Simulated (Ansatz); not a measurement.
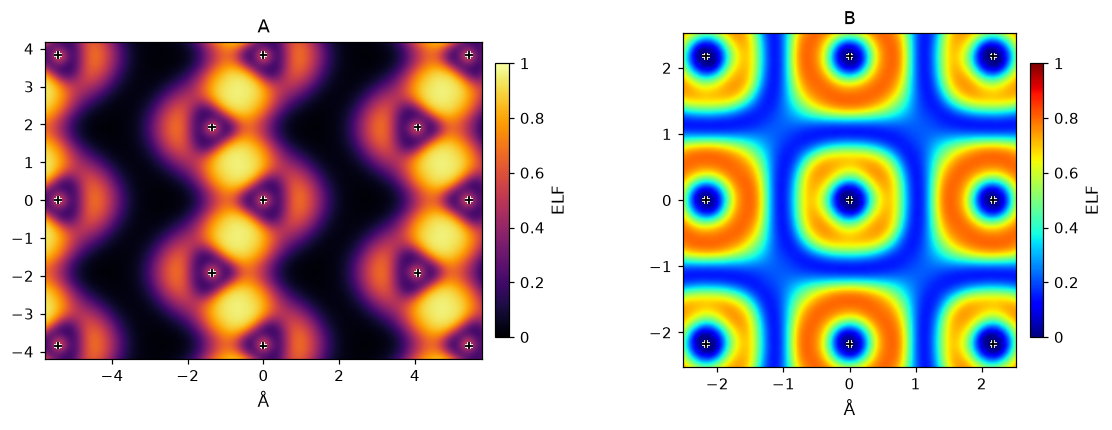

The ELF of 2 systems, each on a plane through atoms (crosses mark nuclei in the plane).

Method: DFT LDA, scalar-relativistic, plane waves, PAW (Ansatz 0.2.0).

System 1: TaN, the (100) plane of the conventional cell. Space group Fm-3m.

```cif
data_structure
_symmetry_space_group_name_H-M 'P 1'
_symmetry_Int_Tables_number 1
_cell_length_a 4.3487
_cell_length_b 4.3487
_cell_length_c 4.3487
_cell_angle_alpha 90.000
_cell_angle_beta 90.000
_cell_angle_gamma 90.000
_cell_volume 82.24
loop_
_atom_site_label
_atom_site_type_symbol
_atom_site_fract_x
_atom_site_fract_y
_atom_site_fract_z
_atom_site_occupancy
Ta1 Ta 0.50000 0.00000 0.00000 1
Ta2 Ta 0.00000 0.50000 0.00000 1
Ta3 Ta 0.00000 0.00000 0.50000 1
Ta4 Ta 0.50000 0.50000 0.50000 1
N1 N 0.00000 0.00000 0.00000 1
N2 N 0.50000 0.50000 0.00000 1
N3 N 0.50000 0.00000 0.50000 1
N4 N 0.00000 0.50000 0.50000 1
```

System 2: Si, the (101) plane of the conventional cell. Space group Fd-3m.

```yaml
crystal:
  lattice:
    - [5.43094, 0.00000, 0.00000]
    - [0.00000, 5.43094, 0.00000]
    - [0.00000, 0.00000, 5.43094]
  atoms:
    - { symbol: Si, position: [0.00000, 0.00000, 0.00000] }
    - { symbol: Si, position: [0.50000, 0.50000, 0.00000] }
    - { symbol: Si, position: [0.50000, 0.00000, 0.50000] }
    - { symbol: Si, position: [0.00000, 0.50000, 0.50000] }
    - { symbol: Si, position: [0.25000, 0.25000, 0.25000] }
    - { symbol: Si, position: [0.75000, 0.75000, 0.25000] }
    - { symbol: Si, position: [0.75000, 0.25000, 0.75000] }
    - { symbol: Si, position: [0.25000, 0.75000, 0.75000] }
```

> Which map belongs to which system?

Panel A is system 2, Si: the plane holds Si. Si–Si (2.35 Å): the ELF peaks at about 0.95 between the atoms: a shared electron pair. Panel B is system 1, TaN: the plane holds Ta and N. Ta–N (2.17 Å): the ELF peaks at about 0.80 in the valence shell of N, 0.7 Å from its nucleus, and is about 0.15 at the midpoint; no localised pair shows between them.
